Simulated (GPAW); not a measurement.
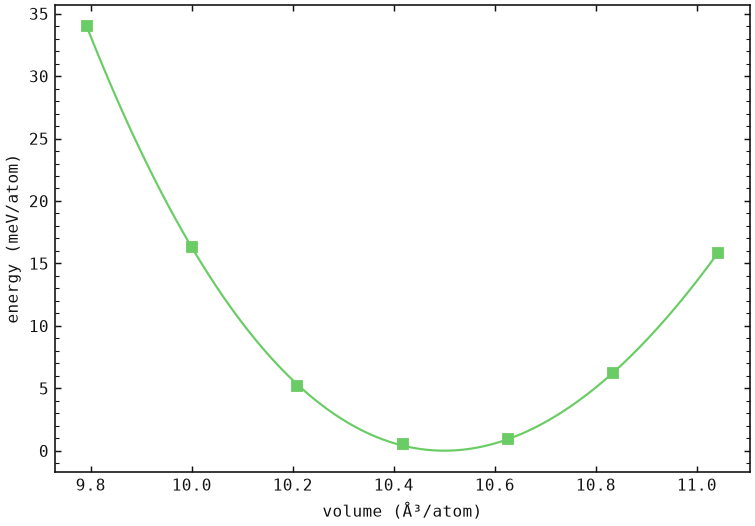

The plot gives the computed energy against volume.

Computed with GPAW 26.7.0: PAW DFT in plane waves, on a grid or in atomic orbitals, no spin polarisation; energies at scaled volumes of the given cell, shape and fractions fixed, counted from the fit's minimum, third-order Birch-Murnaghan fit. Level: PBE with D4.

For which of these solids was it computed?
A. CsPbCl₃, Pm-3m (No. 221)
B. AlN, F-43m (No. 216)
C. Cu₂O, Pn-3m (No. 224)

Answer. B, AlN: energy from 0.50 meV/atom to 33.98 meV/atom, V0 10.5 Å³/atom, B0 200 GPa. The others give: CsPbCl₃, energy from 0.01 meV/atom to 30.69 meV/atom, V0 36.63 Å³/atom, B0 24 GPa; Cu₂O, energy from 0.00 meV/atom to 33.90 meV/atom, V0 13.12 Å³/atom, B0 121 GPa.

For CsPbCl₃, limits of the calculation: spin-orbit coupling left out, heavy elements.
